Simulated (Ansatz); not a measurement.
## Run report: I, geometry relaxation

- system: I (Im-3m, 1 atom in the cell)
- method: DFT, LDA, PAW with Ansatz's default frozen-core files, scalar-relativistic, no spin polarisation (Ansatz 0.2.0)

The structure was built on a prototype by a generator; it need not be a known phase. Its volume is 0.41 times that of the source entry. It belongs to a series of runs on one base structure; here: bcc relaxed under pressure, PAW files. Figures and captions count atoms from 1; the log counts them from 0 in places.

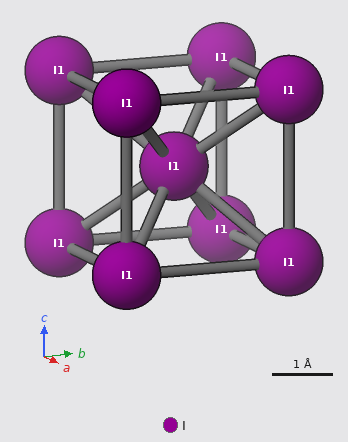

*The structure as given in the input (ball-and-stick view of the cell 2 times as large as that of the calculation, set on its symmetry axes, seen slightly off an axis; atoms are numbered from 1 in the order of the input). An atom can appear more than once, as a periodic image.*

Input
```yaml
crystal:
  lattice:
    - [-1.4669059407, 1.4669059407, 1.4669059407]
    - [1.4669059407, -1.4669059407, 1.4669059407]
    - [1.4669059407, 1.4669059407, -1.4669059407]
  atoms:
    - { symbol: I, position: [0.0, 0.0, 0.0] }
kpoints:
  mp_grid: { grid: [18, 18, 18] }
scf:
  occupations: { method: fermi_dirac, width: 0.05 }
hamiltonian:
  xc: lda
  pseudopotentials: { kind: paw }
output:
  forces: true
  stress: true
  eigenvalues: true
  write_density: true
  write_potential: true
  elf: true
  volumetric_format: npy
relax:
  f_tol: 0.005
  max_steps: 40
  cell: { p_target: 290.0, stress_tol: 0.145 }
```

Machine: 1 thread of Arm Neoverse V2, 24 GiB of memory available, shared host.

Run as:
```bash
ansatz run input.yaml --threads 1 --pin off --max-ram 3584MiB --backend cpu --events-out ev --progress --plain --runs-dir out
```

Log
```
Engine: ansatz 0.2.0, aarch64-unknown-linux-gnu
Pseudopotentials: kind: paw
Pseudopotential: I, paw, valence charge 17, recommended cutoff 420 eV (normal), I.paw.azcp
Functional definition: SPW92
  exchange = slater_x
  correlation = pw_c
Crystal: 1 atoms, lattice volume = 12.626 Å³
Basis set: ecut = 420 eV, 249 PW (Γ)
Bands: 13, of which v1, the nominal top of the filled ones, is band 9 counted from 1 (8 counted from 0)
Symmetry: 48 space group operations
Space group: Im-3m (ITA 229), of the structure as read, at distance tolerance 2.3e-5 Å
k-points: 195 of 5832
Non-local potential: I, projectors of the file, l = 0: 2, l = 1: 2, l = 2: 2, l = 3: 2
PAW form: soft (Blöchl's): semilocal exchange-correlation on the pseudo side does not see the compensation charge
PAW frozen core: I, regenerated for the run's functional, and the local potential with it (the file was generated under x = pbe(κ = 0.804, μ = 0.2195149727645171), c = pbe(β = 0.06672455060314922))
PAW one-centre angular grid: I, 590 points (default); XC on 64 Gauss nodes
Initial density: superposition of atomic densities (neutral atoms: chi_scale 0, normalization atom), corrected by the library's trained network
Initial wavefunctions: pseudopotential atomic-orbital guess
Functional: x = slater, c = lda
SCF iter   1: F=—  HF=-7347.871217 eV  |F-HF|=—  |Δ(HF+E_count)|=         —  Δρ=3.43e-2  dr2=1.01e-1  ethr=1.77e-3  ⟨swp⟩=5.4  Hψ=15252  notcnv=0
preconditioner: auto → none  [metal: Δε(μ)=0.051 eV  Ē_g=19.809 eV  σ=0.050 eV  W_gap=0.25  n_scr=0 (ndim 8)  ℏωp=27.6 eV  f_vac=0.000  D(μ)=0.45/eV (n_scr^D=0)]
SCF iter   2: F=—  HF=-7347.822942 eV  |F-HF|=—  |Δ(HF+E_count)|=   4.83e-2  Δρ=1.07e-2  dr2=8.17e-3  ethr=5.93e-4  ⟨swp⟩=2.3  Hψ=5733  notcnv=0  defer=42
SCF iter   3: F=—  HF=-7347.818776 eV  |F-HF|=—  |Δ(HF+E_count)|=   4.17e-3  Δρ=1.84e-3  dr2=1.70e-4  ethr=4.81e-5  ⟨swp⟩=2.0  Hψ=4013  notcnv=0  defer=42
SCF iter   4: F=—  HF=-7347.818678 eV  |F-HF|=—  |Δ(HF+E_count)|=   9.83e-5  Δρ=1.29e-4  dr2=6.80e-7  ethr=1.00e-6  ⟨swp⟩=2.1  Hψ=2968  notcnv=0  defer=42
SCF iter   5: F=—  HF=-7347.818678 eV  |F-HF|=—  |Δ(HF+E_count)|=   3.12e-7  Δρ=9.24e-6  dr2=4.20e-9  ethr=4.00e-9  ⟨swp⟩=2.6  Hψ=3807  notcnv=0  defer=42
SCF iter   6: F=-7347.818678 eV  HF=-7347.818678 eV  |F-HF|=1.82e-12  |Δ(HF+E_count)|=   2.98e-9  Δρ=4.69e-7  dr2=6.54e-12  ethr=2.47e-11  ⟨swp⟩=5.8  Hψ=12990  notcnv=0
SCF 1 converged in 6 iterations: F = -7347.818678 eV  dr2 = 6.54e-12
  greatest PAW one-centre occupation: 1.001 electrons in one spin orbital (limit 2), on the I atom at site 0 (counted from 0), in its partial waves of l = 2
relax step   1: F+E_penalty+E_count = -7347.81867751 eV  Δ(F+E_penalty+E_count) = +0.000e0 eV  max|allowed force component| = 0.000e0 eV/Å  Δτ_max = 0.0000 Å  P = +298.567 GPa  Ω = 12.626 Å³  (6 SCF iters, accepted)
Crystal: 1 atoms, lattice volume = 13.120 Å³
Initial density: handed on by an earlier stage of this run
Initial wavefunctions: those handed on with the density
iter 1 solved again at ethr=7.14e-7 eV; its pass at ethr=3.10e-3 eV (dr2=1.21e-4 eV) is discarded
SCF iter   1: F=—  HF=-7348.683083 eV  |F-HF|=—  |Δ(HF+E_count)|=         —  Δρ=1.42e-3  dr2=1.39e-4  ethr=7.14e-7  ⟨swp⟩=2.0  Hψ=21359  notcnv=0
preconditioner: auto → none  [metal: Δε(μ)=0.075 eV  Ē_g=19.437 eV  σ=0.050 eV  W_gap=0.33  n_scr=0 (ndim 8)  ℏωp=27.1 eV  f_vac=0.000  D(μ)=0.29/eV (n_scr^D=0)]
SCF iter   2: F=—  HF=-7348.683001 eV  |F-HF|=—  |Δ(HF+E_count)|=   8.18e-5  Δρ=6.90e-4  dr2=2.63e-5  ethr=7.14e-7  ⟨swp⟩=2.1  Hψ=3074  notcnv=0
SCF iter   3: F=—  HF=-7348.683005 eV  |F-HF|=—  |Δ(HF+E_count)|=   4.27e-6  Δρ=6.58e-5  dr2=1.64e-7  ethr=1.54e-7  ⟨swp⟩=2.0  Hψ=4134  notcnv=0
SCF iter   4: F=-7348.683006 eV  HF=-7348.683006 eV  |F-HF|=3.20e-8  |Δ(HF+E_count)|=   9.14e-7  Δρ=1.78e-5  dr2=2.68e-8  ethr=5.88e-10  ⟨swp⟩=8.8  Hψ=17035  notcnv=0
SCF 2 converged in 4 iterations: F = -7348.683006 eV  dr2 = 2.68e-8
relax step   2: F+E_penalty+E_count = -7348.68300628 eV  Δ(F+E_penalty+E_count) = -8.643e-1 eV  max|allowed force component| = 0.000e0 eV/Å  Δτ_max = 0.0000 Å  P = +262.982 GPa  Ω = 13.120 Å³  energy of the carried Pulay correction = -4.288e-4 eV  (4 SCF iters, dr2 threshold 1.00e-7 eV, rejected (line search))
Crystal: 1 atoms, lattice volume = 12.742 Å³
iter 1 solved again at ethr=4.31e-7 eV; its pass at ethr=3.10e-3 eV (dr2=7.32e-5 eV) is discarded
SCF iter   1: F=—  HF=-7348.030723 eV  |F-HF|=—  |Δ(HF+E_count)|=         —  Δρ=1.07e-3  dr2=7.81e-5  ethr=4.31e-7  ⟨swp⟩=1.9  Hψ=20759  notcnv=0
preconditioner: auto → none  [metal: Δε(μ)=0.133 eV  Ē_g=19.693 eV  σ=0.050 eV  W_gap=0.44  n_scr=0 (ndim 8)  ℏωp=27.5 eV  f_vac=0.000  D(μ)=0.39/eV (n_scr^D=0)]
SCF iter   2: F=—  HF=-7348.030675 eV  |F-HF|=—  |Δ(HF+E_count)|=   4.75e-5  Δρ=5.20e-4  dr2=1.45e-5  ethr=4.31e-7  ⟨swp⟩=2.0  Hψ=3019  notcnv=0
SCF iter   3: F=—  HF=-7348.030677 eV  |F-HF|=—  |Δ(HF+E_count)|=   1.74e-6  Δρ=4.82e-5  dr2=8.03e-8  ethr=8.55e-8  ⟨swp⟩=2.0  Hψ=4133  notcnv=0
SCF iter   4: F=—  HF=-7348.030677 eV  |F-HF|=—  |Δ(HF+E_count)|=   5.58e-7  Δρ=1.86e-5  dr2=2.74e-8  ethr=4.72e-10  ⟨swp⟩=2.2  Hψ=3963  notcnv=0
SCF iter   5: F=—  HF=-7348.030677 eV  |F-HF|=—  |Δ(HF+E_count)|=   1.98e-8  Δρ=1.34e-6  dr2=7.55e-11  ethr=1.00e-12  ⟨swp⟩=5.1  Hψ=12231  notcnv=0
SCF iter   6: F=-7348.030677 eV  HF=-7348.030677 eV  |F-HF|=2.73e-12  |Δ(HF+E_count)|=  7.73e-11  Δρ=6.39e-8  dr2=8.28e-14  ethr=1.00e-12  ⟨swp⟩=5.0  Hψ=9001  notcnv=0
SCF 3 converged in 6 iterations: F = -7348.030677 eV  dr2 = 8.28e-14
relax step   3: F+E_penalty+E_count = -7348.03067732 eV  Δ(F+E_penalty+E_count) = -2.120e-1 eV  max|allowed force component| = 0.000e0 eV/Å  Δτ_max = 0.0000 Å  P = +289.729 GPa  Ω = 12.742 Å³  energy of the carried Pulay correction = -1.027e-4 eV  (6 SCF iters, accepted)
Crystal: 1 atoms, lattice volume = 12.738 Å³
iter 1 solved again at ethr=4.79e-11 eV; its pass at ethr=3.10e-3 eV (dr2=8.14e-9 eV) is discarded
SCF iter   1: F=—  HF=-7348.024067 eV  |F-HF|=—  |Δ(HF+E_count)|=         —  Δρ=1.09e-5  dr2=7.71e-9  ethr=4.79e-11  ⟨swp⟩=3.1  Hψ=18860  notcnv=0
preconditioner: auto → none  [metal: Δε(μ)=0.023 eV  Ē_g=19.692 eV  σ=0.050 eV  W_gap=0.11  n_scr=0 (ndim 8)  ℏωp=27.5 eV  f_vac=0.000  D(μ)=0.39/eV (n_scr^D=0)]
SCF iter   2: F=-7348.024067 eV  HF=-7348.024067 eV  |F-HF|=1.86e-10  |Δ(HF+E_count)|=   4.21e-9  Δρ=5.32e-6  dr2=1.48e-9  ethr=4.53e-11  ⟨swp⟩=6.2  Hψ=9881  notcnv=0
SCF 4 converged in 2 iterations: F = -7348.024067 eV  dr2 = 1.48e-9
relax step   4: F+E_penalty+E_count = -7348.02406667 eV  Δ(F+E_penalty+E_count) = +6.611e-3 eV  max|allowed force component| = 0.000e0 eV/Å  Δτ_max = 0.0000 Å  P = +290.003 GPa  Ω = 12.738 Å³  energy of the carried Pulay correction = -9.950e-5 eV  (2 SCF iters, dr2 threshold 1.00e-7 eV, accepted)
Initial wavefunctions: pseudopotential atomic-orbital guess (no wavefunctions were taken with the density)
iter 1 solved again at ethr=2.15e-8 eV; its pass at ethr=3.10e-3 eV (dr2=3.66e-6 eV) is discarded
SCF iter   1: F=—  HF=-7348.024168 eV  |F-HF|=—  |Δ(HF+E_count)|=         —  Δρ=1.48e-5  dr2=5.61e-9  ethr=2.15e-8  ⟨swp⟩=3.0  Hψ=21963  notcnv=0
SCF iter   2: F=—  HF=-7348.024168 eV  |F-HF|=—  |Δ(HF+E_count)|=   4.10e-7  Δρ=6.32e-6  dr2=6.31e-10  ethr=3.30e-11  ⟨swp⟩=2.0  Hψ=4148  notcnv=0
SCF iter   3: F=—  HF=-7348.024168 eV  |F-HF|=—  |Δ(HF+E_count)|=   1.72e-9  Δρ=1.16e-6  dr2=2.31e-11  ethr=1.00e-12  ⟨swp⟩=6.8  Hψ=11903  notcnv=0
SCF iter   4: F=-7348.024168 eV  HF=-7348.024168 eV  |F-HF|=1.82e-12  |Δ(HF+E_count)|=  9.73e-11  Δρ=1.32e-7  dr2=6.19e-13  ethr=1.00e-12  ⟨swp⟩=5.1  Hψ=8578  notcnv=0
SCF 5 converged in 4 iterations: F = -7348.024168 eV  dr2 = 6.19e-13
relax step   5: F+E_penalty+E_count = -7348.02416839 eV  Δ(F+E_penalty+E_count) = -1.017e-4 eV  max|allowed force component| = 0.000e0 eV/Å  Δτ_max = 0.0000 Å  P = +290.001 GPa  Ω = 12.738 Å³  stress off target by 5.38e-4 GPa  SCF on the basis re-selected at this cell (its energy is not comparable with the rows above)  (4 SCF iters)
```

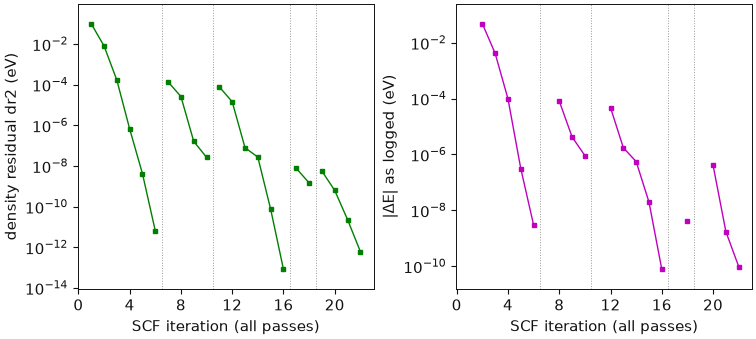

*Convergence of the self-consistent field: density residual dr2 and size of the energy change against the SCF iteration. The dotted lines part the SCF passes of the relaxation: geometry steps, rejected trials and re-solves on a re-selected basis.*

The 5 passes take 2 to 6 iterations each, 22 in all.

```
basis re-selected at this cell: Δ(F+E_penalty+E_count) = -1.017e-4 eV, ΔP = -0.003 GPa vs the last step (what re-selecting the basis moved, of the pressure what is left beyond the Pulay correction that the steps carried, after the strain that the cell walked since its last selection, with what the two solves' SCF thresholds leave and, on support functions, any second-order correction that the steps lacked; it is no measure of the basis error at this ecutwfc). This SCF's stress stands 5.38e-4 GPa from its target on what of the cell is left free (relax.cell.stress_tol is 1.45e-1 GPa) and its largest allowed force component is 0.00e0 eV/Å (relax.f_tol is 5.00e-3 eV/Å): within both
SCF converged after 4 iterations
Free energy (F): -7348.024168 eV
Harris-Foulkes:  -7348.024168 eV  (|F-HF|=1.82e-12)
Internal energy: -7348.020839 eV  (E = F + TS)
E sigma→0 (E₀):  -7348.022504 eV
Entropy (-TS):   -0.003329 eV (-3.329 meV/atom)
Fermi energy:    32.314969 eV
--- Per-component energies (eV) ---
  E_band       = -3.488949
  E_kinetic    = 220.228608
  E_local      = -645.901971  (includes V_loc(G=0)·N_el)
  E_nonlocal   = -84.719656
  E_hartree    = 533.762978
  E_xc         = -140.076144
  E_vxc        = -145.129031  (∫ρ·V_xc dr)
  E_paw        = -4658.619941  (= ΣΔE_a)
  E_vpaw       = -415.492911  (= ΣTr[D̂ρ^β])
  E_aug_tail   = 0.000072  (compensation charges beyond the density's cutoff)
  E_ewald      = -2573.476001
  E_core_change = 0.781215  (= ΣΔE_core)
  E_smearing   = -0.003329  (= −TS)
  E_closure    = -0.000000  (closes the sum)
  Σ components = -7348.024168   (vs F -7348.024168, Δ=0.00e0)
--- Forces (eV/Å), atoms counted from 1 ---
  atom   1  I      0.00000000     0.00000000     0.00000000
  max |Σ_I F_I| component: 1.09e-31 eV/Å
--- Stress (GPa, compression-positive) ---
      290.000538      -0.000000       0.000000
       -0.000000     290.000538       0.000000
        0.000000       0.000000     290.000538
  P = ⅓ Tr σ = 290.0005 GPa (2900.005 kbar)
--- Band table (eV; the first three rows and the last of 195) ---
  k-point 0: bands = ["-16.0121", "-16.0121", "-16.0121", "-15.7086", "-15.7086", "6.2013", "38.8626", "38.8626", "38.8626", "40.8463", "40.8463", "40.8463", "44.1029"]
  k-point 1: bands = ["-16.0148", "-16.0074", "-15.9981", "-15.7118", "-15.7090", "6.3175", "37.6482", "38.2129", "38.6115", "40.3234", "40.5123", "40.7883", "44.5749"]
  k-point 2: bands = ["-16.0227", "-15.9946", "-15.9580", "-15.7206", "-15.7105", "6.6664", "34.9256", "36.8479", "37.8480", "39.8291", "39.8292", "40.9342", "45.4577"]
  k-point 194: bands = ["-16.0259", "-16.0259", "-15.5827", "-15.5827", "-15.5827", "23.2417", "23.2417", "23.2417", "23.4876", "29.9423", "29.9423", "47.0418", "53.6800"]
--- Relaxed structure (4 steps of the walk, 3 accepted, 1 SCFs on fresh bases) ---
  F+E_penalty+E_count = -7348.02416839 eV   max|allowed force component| = 0.000e0 eV/Å   (the final SCF, on the basis selected at the relaxed cell)
  cell:  # Å, volume = 12.7379 Å³
    - [-1.4712261792792274, 1.4712261792792274, 1.4712261792792274]
    - [1.4712261792792274, -1.4712261792792274, 1.4712261792792274]
    - [1.4712261792792274, 1.4712261792792274, -1.4712261792792274]
  atoms:
    - { symbol: I, position: [0.0, 0.0, 0.0] }
```

File rho_z.tsv
```
# z_ang	rho[e/angstrom^3]
# format = ansatz-planar-average/11
# lattice	-1.471226179	1.471226179	1.471226179
# lattice	1.471226179	-1.471226179	1.471226179
# lattice	1.471226179	1.471226179	-1.471226179
# sites	1
# site	53	0.000000000	0.000000000	0.000000000
0.000000	2.691994e0
0.141569	2.564201e0
0.283138	2.212948e0
0.424706	1.728023e0
0.566275	1.240299e0
0.707844	8.740203e-1
0.849413	6.713138e-1
0.990982	5.800990e-1
1.132550	5.351351e-1
1.274119	5.186981e-1
1.415688	5.351351e-1
1.557257	5.800990e-1
1.698826	6.713138e-1
1.840394	8.740203e-1
1.981963	1.240299e0
2.123532	1.728023e0
2.265101	2.212948e0
2.406670	2.564201e0
```

File v_z.tsv
```
# z_ang	v_es[eV]	v_tot[eV]
# format = ansatz-planar-average/11
# xc	lda
# density_cutoff_ev	1680
# datasets	I=:simpson_from_first_knot:soft:shift=-2678021
# lattice	-1.471226179	1.471226179	1.471226179
# lattice	1.471226179	-1.471226179	1.471226179
# lattice	1.471226179	1.471226179	-1.471226179
# sites	1
# site	53	0.000000000	0.000000000	0.000000000
0.000000	2.013553e1	3.993928e0
0.141569	1.990695e1	3.838880e0
0.283138	1.934421e1	3.505607e0
0.424706	1.875342e1	3.307624e0
0.566275	1.848276e1	3.566695e0
0.707844	1.879026e1	4.469896e0
0.849413	1.974977e1	5.994899e0
0.990982	2.118294e1	7.879268e0
1.132550	2.258174e1	9.564827e0
1.274119	2.318250e1	1.026379e1
1.415688	2.258174e1	9.564827e0
1.557257	2.118294e1	7.879268e0
1.698826	1.974977e1	5.994899e0
1.840394	1.879026e1	4.469896e0
1.981963	1.848276e1	3.566695e0
2.123532	1.875342e1	3.307624e0
2.265101	1.934421e1	3.505607e0
2.406670	1.990695e1	3.838880e0
```

Trajectory as extended XYZ (Å, eV, eV/Å), 5 frames, from step=1 to step=5
```
1
Lattice="-1.4669 1.4669 1.4669 1.4669 -1.4669 1.4669 1.4669 1.4669 -1.4669" Properties=species:S:1:pos:R:3:forces:R:3 step=1 energy=-7347.81868 pressure_GPa=298.57
I     0.0000    0.0000    0.0000    0.0000   0.0000   0.0000
1
Lattice="-1.4858 1.4858 1.4858 1.4858 -1.4858 1.4858 1.4858 1.4858 -1.4858" Properties=species:S:1:pos:R:3:forces:R:3 step=2 energy=-7348.68301 pressure_GPa=262.98 accepted=F
I     0.0000    0.0000    0.0000    0.0000   0.0000   0.0000
1
Lattice="-1.4714 1.4714 1.4714 1.4714 -1.4714 1.4714 1.4714 1.4714 -1.4714" Properties=species:S:1:pos:R:3:forces:R:3 step=3 energy=-7348.03068 pressure_GPa=289.73
I     0.0000    0.0000    0.0000    0.0000   0.0000   0.0000
1
Lattice="-1.4712 1.4712 1.4712 1.4712 -1.4712 1.4712 1.4712 1.4712 -1.4712" Properties=species:S:1:pos:R:3:forces:R:3 step=4 energy=-7348.02407 pressure_GPa=290.00
I     0.0000    0.0000    0.0000    0.0000   0.0000   0.0000
1
Lattice="-1.4712 1.4712 1.4712 1.4712 -1.4712 1.4712 1.4712 1.4712 -1.4712" Properties=species:S:1:pos:R:3:forces:R:3 step=5 energy=-7348.02417 pressure_GPa=290.00
I     0.0000    0.0000    0.0000    0.0000   0.0000   0.0000
```

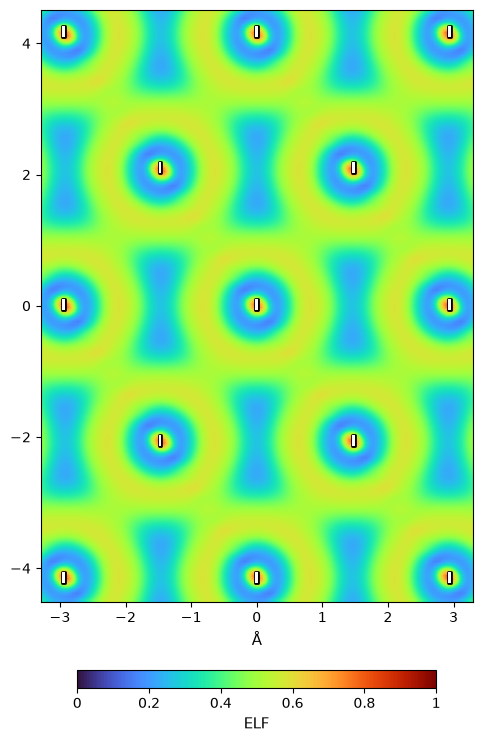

*ELF on the (011̄) plane of the conventional cell.*

The section cuts through I sites. I–I (2.55 Å): the ELF is about 0.50 at the midpoint. I–I (2.94 Å): the ELF peaks at about 0.60 in the valence shell of I, 0.8 Å from its nucleus, and drops to about 0.25 between the two atoms. In a PAW calculation such maps are meaningful between the atoms, not at the nuclei.

Key numbers

| quantity | value |
| --- | --- |
| outcome | converged |
| space group (tolerance 0.01 Å) | Im-3m (229) |
| electrons treated | 17 |
| free energy | −7348.0242 eV |
| Fermi energy | 32.315 eV |
| pressure | 290.00 GPa |
| final volume | 12.74 Å³ |
| largest force (length of the vector) at the end | under 0.001 eV/Å |
| final cell | a = 2.548 Å, b = 2.548 Å, c = 2.548 Å, α = 109.47°, β = 109.47°, γ = 109.47° |
| wall time | 9.4 s |
| peak memory | 0.3 GiB |

Remarks

The cell holds an odd number of electrons but the run has no spin polarisation, so a band is left half filled. The cell was relaxed to the target pressure of the input; what is minimised is then the enthalpy E + pV.
